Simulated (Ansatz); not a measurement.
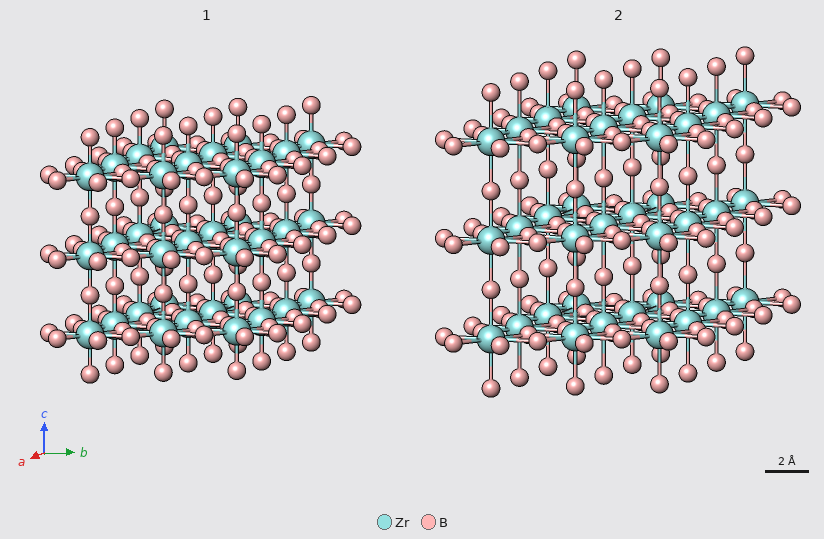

Two geometries of crystalline ZrB$_{3}$ (a generated structure, set up in P6/mmm) (coarse preliminary run), drawn at one scale. One is the start of a relaxation, the other its converged end. The picture is a ball-and-stick view of the cell of the calculation, repeated 3 × 2 × 2 with one cell outlined, seen slightly off an axis.

Level of theory: Ansatz, DFT PBE, scalar-relativistic, plane waves, PAW. Set-up: plane-wave cutoff 420 eV; k-point mesh 6 × 6 × 6; occupations gaussian; smearing width 0.1 eV; no spin polarisation; cell and atoms relaxed; force threshold 0.04 eV/Å; at most 70 steps.

Which one is relaxed?

Answer. Structure 2 is the relaxed one. The energy falls by 1255 meV per atom in 8 accepted moves (10 points after the start). All forces vanish by symmetry, so only the cell relaxes. The pressure goes from 91.34 to 0.01 GPa. At 2 points the geometry stayed and the basis and grid were re-selected for the new cell (energy shift of 30.4 meV per atom at most each time). No atom moves by more than 0.005 Å relative to the cell. Cell: a = b 3.498 → 4.015 Å (+14.8 %), c 3.736 → 4.663 Å (+24.8 %). Volume +64.4 %. Some distances before and after: Zr–Zr 3.498 → 4.015 Å, B–Zr 1.868 → 2.331 Å, B–Zr 2.020 → 2.318 Å. The space group stays P6/mmm (No. 191).
